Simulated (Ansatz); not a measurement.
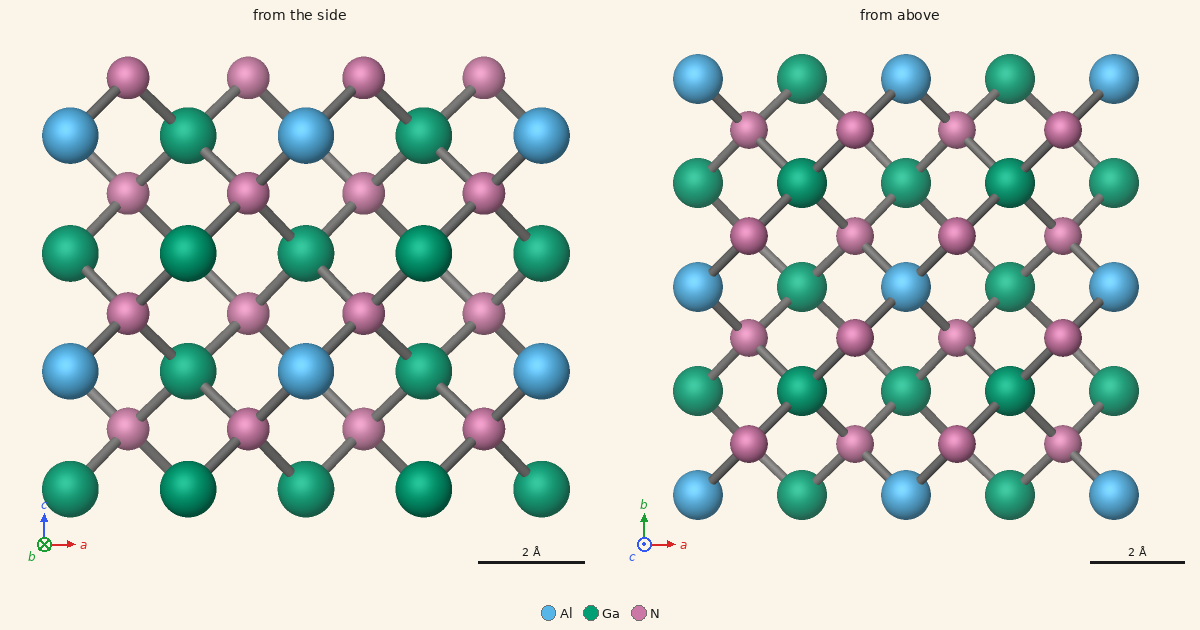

A ball-and-stick picture of a periodic slab, seen from the side and from above. The surface normal points up in side views; the vacuum is left out. 2×2 cells are drawn in the plane, with atoms at the edges repeated.

The cell holds 2 Al, 6 Ga, 8 N.

> Are the two faces alike, and what ends them?

The top face ends in N, the bottom face in Ga. The faces differ, so the slab can carry a dipole.

> What is the slab's thickness, atom centre to atom centre?

About 8 Å from the lowest to the highest atom.

> Write the layer sequence, upper face first.

Eight planes: N / AlGa / N / Ga / N / AlGa / N / Ga.

> What is bonded to what?

Al is coordinated by four N in a tetrahedral arrangement at about 1.9 Å. The bonds build AlGa3N4 layers parallel to the surface.

Origin of the cell: a structure listed in the Materials Project. The cell was then strained or its atoms displaced on purpose. It was the input of a calculation with Ansatz.

At this level of theory the run's own cell isn't at rest (forces up to 2.2 eV/Å), so its distances can differ from those at equilibrium, the more so the softer the solid.
